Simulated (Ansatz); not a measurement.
**Geometry relaxation of InSe (part 2 of 2)**

InSe (P6₃/mmc, 8 atoms in the cell); DFT PBE+D3(BJ), scalar-relativistic, plane waves, PAW, no spin polarisation (Ansatz 0.2.0); cutoff 420 eV, 12×12×2 k-mesh, Gaussian smearing of 0.02 eV. The structure derives from an entry of the Crystallography Open Database. It belongs to a series of runs on one base structure; here: volume × 0.94, shape and atoms relaxed.

Geometry of the input (Å; fractional positions):
```
3.9586  0.0000  0.0000
-1.9793  3.4283  0.0000
0.0000  0.0000  16.3442
In 0.3333  0.6667  0.1659
In 0.6667  0.3333  0.6659
In 0.3333  0.6667  0.3341
In 0.6667  0.3333  0.8341
Se 0.3333  0.6667  0.5874
Se 0.6667  0.3333  0.0874
Se 0.3333  0.6667  0.9126
Se 0.6667  0.3333  0.4126
```

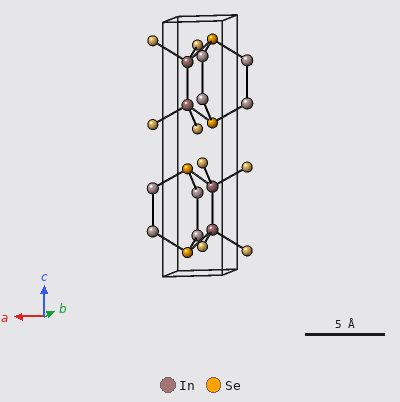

The geometry at step 3 of the log (ball-and-stick view of the cell of the calculation, seen at an oblique angle; neighbours outside the cell are drawn fainter).

```
basis re-selected at this cell: Δ(F+E_penalty+E_count) = -1.110e-5 eV, ΔP = -0.000 GPa vs the last step (what re-selecting the basis moved, of the pressure what is left beyond the Pulay correction that the steps carried, after the strain that the cell walked since its last selection, with what the two solves' SCF thresholds leave and, on support functions, any second-order correction that the steps lacked; it is no measure of the basis error at this ecutwfc). This SCF's stress stands 1.39e-2 GPa from its target on what of the cell is left free (relax.cell.stress_tol is 1.00e-1 GPa) and its largest allowed force component is 8.78e-3 eV/Å (relax.f_tol is 1.00e-2 eV/Å): within both
SCF converged after 5 iterations
Free energy (F): -44274.069200 eV
Harris-Foulkes:  -44274.069200 eV  (|F-HF|=1.16e-10)
Internal energy: -44274.069200 eV  (E = F + TS)
E sigma→0 (E₀):  -44274.069200 eV
Fermi energy:    8.215928 eV
--- Per-component energies (eV) ---
  E_band       = -1749.966497
  E_kinetic    = 1448.958335
  E_local      = -15385.382206  (includes V_loc(G=0)·N_el)
  E_nonlocal   = -914.245945
  E_hartree    = 7115.087663
  E_xc         = -1279.315714
  E_vxc        = -791.564321  (∫ρ·V_xc dr)
  E_paw        = -24265.131054  (= ΣΔE_a)
  E_vpaw       = -337.905758  (= ΣTr[D̂ρ^β])
  E_aug_tail   = -0.002296  (compensation charges beyond the density's cutoff)
  E_ewald      = -10991.493886
  E_disp       = -2.544097  (pairwise vdW)
  E_smearing   = -0.000000  (= −TS)
  E_closure    = -0.000000  (closes the sum)
  Σ components = -44274.069200   (vs F -44274.069200, Δ=0.00e0)
--- Forces (eV/Å), atoms counted from 1 ---
  atom   1  In     0.00000000    -0.00000000     0.00878075
  atom   2  In    -0.00000000     0.00000000     0.00878075
  atom   3  In     0.00000000    -0.00000000    -0.00878075
  atom   4  In    -0.00000000     0.00000000    -0.00878075
  atom   5  Se     0.00000000    -0.00000000    -0.00181522
  atom   6  Se    -0.00000000     0.00000000    -0.00181522
  atom   7  Se     0.00000000    -0.00000000     0.00181522
  atom   8  Se    -0.00000000     0.00000000     0.00181522
  max |Σ_I F_I| component: 2.78e-17 eV/Å
--- Stress (GPa, compression-positive) ---
        2.055011      -0.000000      -0.000000
        0.000000       2.055011      -0.000000
       -0.000000      -0.000000       2.034168
  P = ⅓ Tr σ = 2.0481 GPa (20.481 kbar)
--- Band table (eV; the first three rows and the last of 38) ---
  k-point 0: bands = ["-39.5089", "-39.5089", "-39.5089", "-39.5089", "-39.5088", "-39.5088", "-39.5088", "-39.5088", "-39.4898", "-39.4898", "-39.4898", "-39.4898", "-39.4893", "-39.4893", "-39.4893", "-39.4893", "-39.4820", "-39.4820", "-39.4820", "-39.4820", "-6.8945", "-6.8930", "-6.6907", "-6.6907", "-6.6900", "-6.6900", "-6.5966", "-6.5966", "-6.5963", "-6.5963", "-6.5901", "-6.5901", "-6.5900", "-6.5900", "-6.3988", "-6.3988", "-6.3984", "-6.3984", "-6.3895", "-6.3765", "-5.7706", "-5.6253", "-5.3226", "-5.1619", "1.3811", "1.8640", "3.3923", "4.5471", "6.2268", "6.5547", "6.5547", "6.6256", "6.6256", "6.8823", "6.8823", "6.9596", "6.9596", "7.9646", "8.4672", "10.0858", "10.2884", "10.3306", "12.2501", "12.2501", "12.4663", "12.4663", "12.8588", "13.4575", "13.4575", "13.8536"]
  k-point 1: bands = ["-39.5089", "-39.5089", "-39.5089", "-39.5089", "-39.5088", "-39.5088", "-39.5088", "-39.5088", "-39.4898", "-39.4898", "-39.4898", "-39.4898", "-39.4893", "-39.4893", "-39.4893", "-39.4893", "-39.4820", "-39.4820", "-39.4820", "-39.4820", "-6.8937", "-6.8937", "-6.6903", "-6.6903", "-6.6903", "-6.6903", "-6.5965", "-6.5965", "-6.5965", "-6.5965", "-6.5901", "-6.5901", "-6.5901", "-6.5901", "-6.3986", "-6.3986", "-6.3986", "-6.3986", "-6.3833", "-6.3833", "-5.7094", "-5.7094", "-5.2306", "-5.2306", "1.5841", "1.5841", "3.9318", "3.9318", "6.5861", "6.5861", "6.5861", "6.5861", "6.9250", "6.9250", "6.9250", "6.9250", "6.9665", "6.9665", "9.4166", "9.4166", "10.3427", "10.3427", "12.3439", "12.3439", "12.3439", "12.3439", "13.3976", "13.3976", "13.6668", "13.6668"]
  k-point 2: bands = ["-39.5089", "-39.5089", "-39.5089", "-39.5089", "-39.5088", "-39.5088", "-39.5088", "-39.5088", "-39.4898", "-39.4898", "-39.4898", "-39.4898", "-39.4893", "-39.4893", "-39.4893", "-39.4893", "-39.4820", "-39.4820", "-39.4819", "-39.4819", "-6.8939", "-6.8925", "-6.7250", "-6.7170", "-6.6897", "-6.6889", "-6.6360", "-6.6267", "-6.5924", "-6.5922", "-6.5911", "-6.5908", "-6.5861", "-6.5860", "-6.4313", "-6.4237", "-6.3995", "-6.3991", "-6.3442", "-6.3432", "-5.6823", "-5.5440", "-5.2485", "-5.0925", "1.4412", "1.8864", "3.4427", "4.3926", "5.9689", "6.1911", "6.3306", "6.4516", "6.5144", "6.5314", "6.7700", "6.8034", "6.8932", "7.9551", "9.0048", "10.2216", "10.6325", "10.6866", "11.8425", "12.1072", "12.3329", "12.5173", "12.8405", "13.1904", "13.5613", "13.6138"]
  k-point 37: bands = ["-39.5087", "-39.5087", "-39.5087", "-39.5087", "-39.5087", "-39.5087", "-39.5086", "-39.5086", "-39.4900", "-39.4900", "-39.4896", "-39.4896", "-39.4896", "-39.4896", "-39.4892", "-39.4892", "-39.4818", "-39.4818", "-39.4818", "-39.4818", "-7.0273", "-7.0273", "-6.9240", "-6.9240", "-6.8304", "-6.8304", "-6.7166", "-6.7166", "-6.5892", "-6.5892", "-6.5458", "-6.5458", "-6.5313", "-6.5313", "-6.4399", "-6.4399", "-6.4346", "-6.4346", "-6.2197", "-6.2197", "-4.1332", "-4.1332", "-4.0606", "-4.0606", "1.6842", "1.6842", "2.4112", "2.4112", "3.8119", "3.8119", "4.4136", "4.4136", "5.2942", "5.2942", "5.3145", "5.3145", "6.4676", "6.4676", "9.5579", "9.5579", "10.2549", "10.2549", "11.4358", "11.4358", "12.2095", "12.2095", "13.7578", "13.7578", "14.6105", "14.6105"]
--- Relaxed structure (4 steps of the walk, 3 accepted, 1 SCFs on fresh bases) ---
  F+E_penalty+E_count = -44274.06919961 eV   max|allowed force component| = 8.781e-3 eV/Å   (the final SCF, on the basis selected at the relaxed cell)
  cell:  # Å, volume = 221.8124 Å³
    - [3.9639374230746682, -2.890610464697649e-11, -7.143978424687143e-31]
    - [-1.9819687115123006, 3.43287050740894, 8.482148754144081e-20]
    - [-6.933423168352887e-34, 4.0438337851959977e-19, 16.30052365572161]
  atoms:
    - { symbol: In, position: [0.3333333333333333, 0.6666666666666666, 0.16533918014204876] }
    - { symbol: In, position: [0.6666666666666667, 0.33333333333333326, 0.6653391801420487] }
    - { symbol: In, position: [0.3333333333333333, 0.6666666666666666, 0.33466081985795126] }
    - { symbol: In, position: [0.6666666666666667, 0.33333333333333326, 0.8346608198579514] }
    - { symbol: Se, position: [0.3333333333333333, 0.6666666666666666, 0.5852046390719609] }
    - { symbol: Se, position: [0.6666666666666667, 0.33333333333333326, 0.0852046390719608] }
    - { symbol: Se, position: [0.3333333333333333, 0.6666666666666666, 0.9147953609280393] }
    - { symbol: Se, position: [0.6666666666666667, 0.33333333333333326, 0.41479536092803926] }
```

**Trajectory as extended XYZ (Å, eV, eV/Å), 5 frames, from step=1 to step=5**
```
8
Lattice="3.9586 0.0000 0.0000 -1.9793 3.4283 0.0000 0.0000 0.0000 16.3442" Properties=species:S:1:pos:R:3:forces:R:3 step=1 energy=-44274.05428 pressure_GPa=2.73
In    0.0000    2.2855    2.7113    0.0000   0.0000   0.1186
In    1.9793    1.1428   10.8834    0.0000   0.0000   0.1186
In    0.0000    2.2855    5.4608    0.0000   0.0000  -0.1186
In    1.9793    1.1428   13.6329    0.0000   0.0000  -0.1186
Se    0.0000    2.2855    9.6011    0.0000   0.0000  -0.2338
Se    1.9793    1.1428    1.4290    0.0000   0.0000  -0.2338
Se    0.0000    2.2855   14.9152    0.0000   0.0000   0.2338
Se    1.9793    1.1428    6.7431    0.0000   0.0000   0.2338
8
Lattice="3.9716 0.0000 0.0000 -1.9858 3.4395 0.0000 0.0000 0.0000 16.2378" Properties=species:S:1:pos:R:3:forces:R:3 step=2 energy=-44274.01233 pressure_GPa=0.97 accepted=F
In    0.0000    2.2930    2.6550    0.0000   0.0000   0.0106
In    1.9858    1.1465   10.7739    0.0000   0.0000   0.0106
In    0.0000    2.2930    5.4639    0.0000   0.0000  -0.0106
In    1.9858    1.1465   13.5827    0.0000   0.0000  -0.0106
Se    0.0000    2.2930    9.4294    0.0000   0.0000   0.3949
Se    1.9858    1.1465    1.3105    0.0000   0.0000   0.3949
Se    0.0000    2.2930   14.9273    0.0000   0.0000  -0.3949
Se    1.9858    1.1465    6.8084    0.0000   0.0000  -0.3949
8
Lattice="3.9618 0.0000 0.0000 -1.9809 3.4311 0.0000 0.0000 0.0000 16.3178" Properties=species:S:1:pos:R:3:forces:R:3 step=3 energy=-44274.06910 pressure_GPa=2.05
In    0.0000    2.2874    2.6984    0.0000   0.0000   0.0197
In    1.9809    1.1437   10.8573    0.0000   0.0000   0.0197
In    0.0000    2.2874    5.4604    0.0000   0.0000  -0.0197
In    1.9809    1.1437   13.6193    0.0000   0.0000  -0.0197
Se    0.0000    2.2874    9.5499    0.0000   0.0000  -0.0042
Se    1.9809    1.1437    1.3910    0.0000   0.0000  -0.0042
Se    0.0000    2.2874   14.9268    0.0000   0.0000   0.0042
Se    1.9809    1.1437    6.7679    0.0000   0.0000   0.0042
8
Lattice="3.9639 0.0000 0.0000 -1.9820 3.4329 0.0000 0.0000 0.0000 16.3005" Properties=species:S:1:pos:R:3:forces:R:3 step=4 energy=-44274.06919 pressure_GPa=2.05
In    0.0000    2.2886    2.6951    0.0000   0.0000   0.0088
In    1.9820    1.1443   10.8454    0.0000   0.0000   0.0088
In    0.0000    2.2886    5.4551    0.0000   0.0000  -0.0088
In    1.9820    1.1443   13.6054    0.0000   0.0000  -0.0088
Se    0.0000    2.2886    9.5391    0.0000   0.0000  -0.0018
Se    1.9820    1.1443    1.3889    0.0000   0.0000  -0.0018
Se    0.0000    2.2886   14.9116    0.0000   0.0000   0.0018
Se    1.9820    1.1443    6.7614    0.0000   0.0000   0.0018
8
Lattice="3.9639 0.0000 0.0000 -1.9820 3.4329 0.0000 0.0000 0.0000 16.3005" Properties=species:S:1:pos:R:3:forces:R:3 step=5 energy=-44274.06920 pressure_GPa=2.05
In    0.0000    2.2886    2.6951    0.0000   0.0000   0.0088
In    1.9820    1.1443   10.8454    0.0000   0.0000   0.0088
In    0.0000    2.2886    5.4551    0.0000   0.0000  -0.0088
In    1.9820    1.1443   13.6054    0.0000   0.0000  -0.0088
Se    0.0000    2.2886    9.5391    0.0000   0.0000  -0.0018
Se    1.9820    1.1443    1.3889    0.0000   0.0000  -0.0018
Se    0.0000    2.2886   14.9116    0.0000   0.0000   0.0018
Se    1.9820    1.1443    6.7614    0.0000   0.0000   0.0018
```

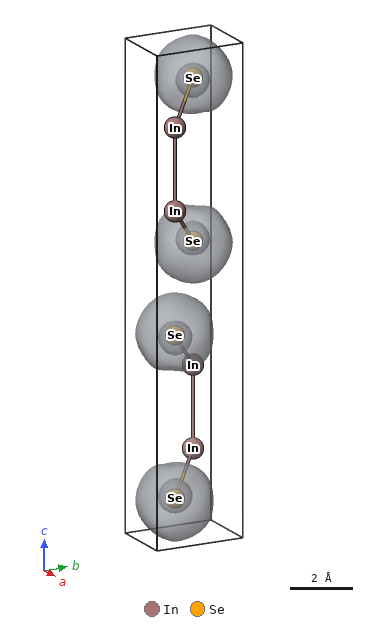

Isosurface of the ELF at 0.65 (grey), seen slightly off an axis. Only the valence region is drawn (cores and ρ < 0.01 e/Å³ removed). Sticks mark near contacts. The outline is the cell set on symmetry axes. Along the contacts the grid gives the following. In–Se (2.64 Å): the ELF is about 0.50 at the midpoint. In–In (2.76 Å): the ELF is about 0.55 at the midpoint. In a PAW calculation such maps are meaningful between the atoms, not at the nuclei.

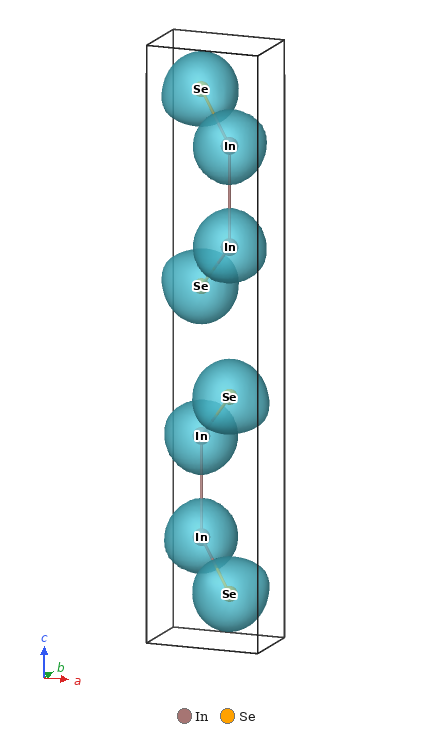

Isosurface of the valence pseudo-density at 0.5 e/Å³ (cyan), seen slightly off an axis. Sticks mark near contacts. The outline is the cell set on symmetry axes. At this value the density breaks into separate islands; it holds about 80 % of the electrons treated as valence (semicore included). It is pinched off along the In–Se (2.64 Å) and In–In (2.76 Å) contacts. On the grid the lowest density along these lines, outside the cores, is 0.4 e/Å³ (In–Se, 2.64 Å) and 0.35 e/Å³ (In–In, 2.76 Å).

**Results in brief**

```json
{"quantity": "outcome", "value": "converged"}
{"quantity": "space group (tolerance 0.01 Å)", "value": "P6₃/mmc (194)"}
{"quantity": "electrons treated", "value": "116"}
{"quantity": "free energy", "value": "−44274.0692 eV"}
{"quantity": "Fermi energy", "value": "8.216 eV"}
{"quantity": "gap on the k-point mesh", "value": "0.50 eV"}
{"quantity": "pressure", "value": "2.05 GPa"}
{"quantity": "final volume", "value": "221.81 Å³"}
{"quantity": "largest force (length of the vector) at the end", "value": "0.009 eV/Å"}
{"quantity": "final cell", "value": "a = 3.964 Å, b = 3.964 Å, c = 16.301 Å, α = 90.00°, β = 90.00°, γ = 120.00°"}
{"quantity": "wall time", "value": "3 min (CPU time 5.1 min)"}
{"quantity": "peak memory", "value": "0.84 GiB"}
```
